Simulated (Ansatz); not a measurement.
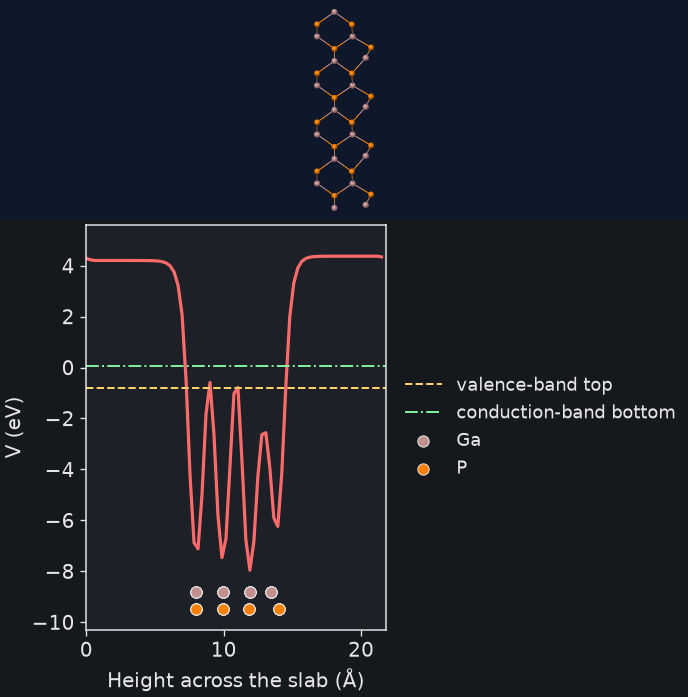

Write a caption with the findings.

Plane-averaged electrostatic potential energy of an electron across the slab; circles at the bottom mark the heights of the atoms (positions after relaxation). The structure is drawn too. System: a (110) slab cut from GaP (F-43m), ended by GaP planes, 32 atoms in the cell. Computed with Ansatz 0.2.0: DFT PBE+D3(BJ), scalar-relativistic, plane waves, PAW, no spin polarisation, 2×2×1 k mesh, 420 eV cutoff, Gaussian smearing of 0.05 eV.

From the vacuum level at the right face the ionisation potential is 5.17 eV and the electron affinity 4.30 eV; at the left face they are 5.01 and 4.13 eV. The slab's gap, their difference before rounding, is 0.88 eV. The vacuum levels differ by 0.17 eV, so the slab carries a dipole along its normal. Some atoms were held fixed in the relaxation, which can itself make the faces differ. The outermost atoms are 6.0 Å apart, which leaves 15.8 Å of vacuum in a cell 21.8 Å high.
